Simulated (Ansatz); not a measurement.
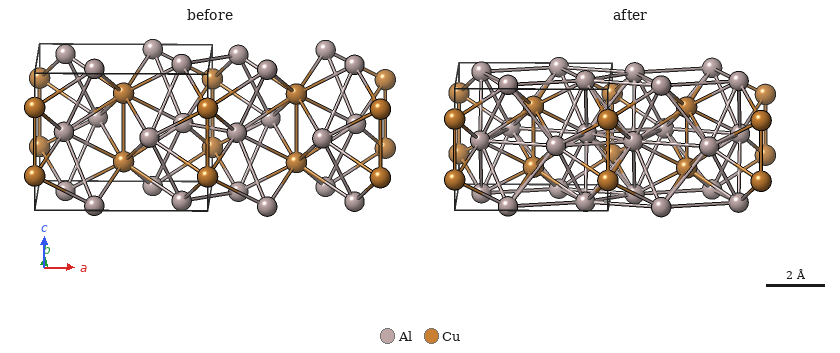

Left: a crystal of Al₂Cu (set up in I4/mcm). Right: the same structure after one change, at the same scale. A ball-and-stick model of the conventional cell (2 times the calculation's cell), repeated 2 × 1 × 1 with one cell outlined, seen from a free direction. Lengths and directions refer to the drawn axes.

The calculation used DFT r2SCAN, scalar-relativistic, plane waves, PAW (Ansatz 0.2.0). Settings: plane-wave cutoff 500 eV; k-point mesh 10 × 10 × 10; occupations gaussian; smearing width 0.1 eV; no spin polarisation.

The crystal is put under a hydrostatic pressure of 90 GPa. Cell and atoms are relaxed at that pressure.

> How do the computed properties respond?

Cell: a = b 5.991 → 5.309 Å (−11.4 %), c 4.812 → 4.273 Å (−11.2 %). Volume −30.3 %. The largest moves relative to the cell, 0.023 Å, are those of Al atoms. Cu stays in place. Some distances before and after: Al–Al 3.072 → 2.706 Å, Al–Al 2.702 → 2.349 Å, Al–Al 3.186 → 2.834 Å, Al–Al 2.854 → 2.557 Å. The space group stays I4/mcm (No. 140). The energy rises by 893 meV per atom. The pressure goes from 0.0 to 90.0 GPa. Both are metals.
